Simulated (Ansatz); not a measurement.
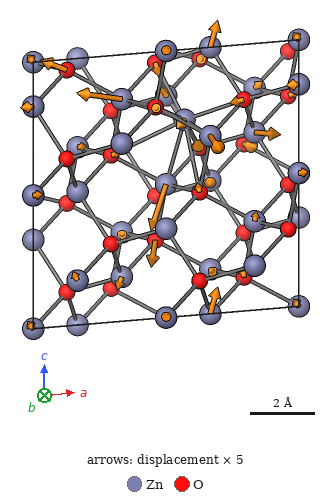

This is a relaxation of a defect cell of composition Zn25O24. The starting structure is drawn; orange arrows show the displacements, 5 times their true length.

Style: ball-and-stick. Shown: the cell of the calculation (origin shifted), along the b axis.

Case: Zn interstitial, charge +0, atoms relaxed at the host's cell.

Method: Ansatz 0.2.0, DFT PBE, scalar-relativistic, plane waves, PAW. Settings: plane-wave cutoff 420 eV; k-point mesh 2 × 2 × 2; occupations gaussian; smearing width 0.01 eV; mesh shifted by (0.5, 0.5, 0.5); no spin polarisation; atoms relaxed in a fixed cell; force threshold 0.025 eV/Å; at most 45 steps.

### Which element moves most?

Zinc: up to 0.32 Å, against 0.19 Å for oxygen.

### Describe the change and its energy.

Over 5 geometry steps the energy falls by 1.739 eV per cell of the calculation. The largest force component goes from 2.7 to 0.0061 eV/Å. The largest moves, 0.32 Å, are those of Zn atoms. By element the largest moves are Zn 0.32 Å, O 0.19 Å. The cell doesn't change. Among the contacts that change: Zn–Zn 2.189 → 2.451 Å, O–Zn 2.007 → 2.181 Å, O–Zn 2.571 → 2.439 Å, O–Zn 1.999 → 1.895 Å. Among the angles between lasting bonds that change: Zn–O–Zn 110.3° → 129.7°, O–Zn–O 110.3° → 97.0°, O–Zn–O 108.7° → 96.0°. Cost: 2.6 min on 4 threads of Arm Neoverse V1 (shared host), peak memory 1.8 GiB.

Limits of the set-up: the periodic images lie only 8.4 Å apart, so the values are limited by the cell's size.
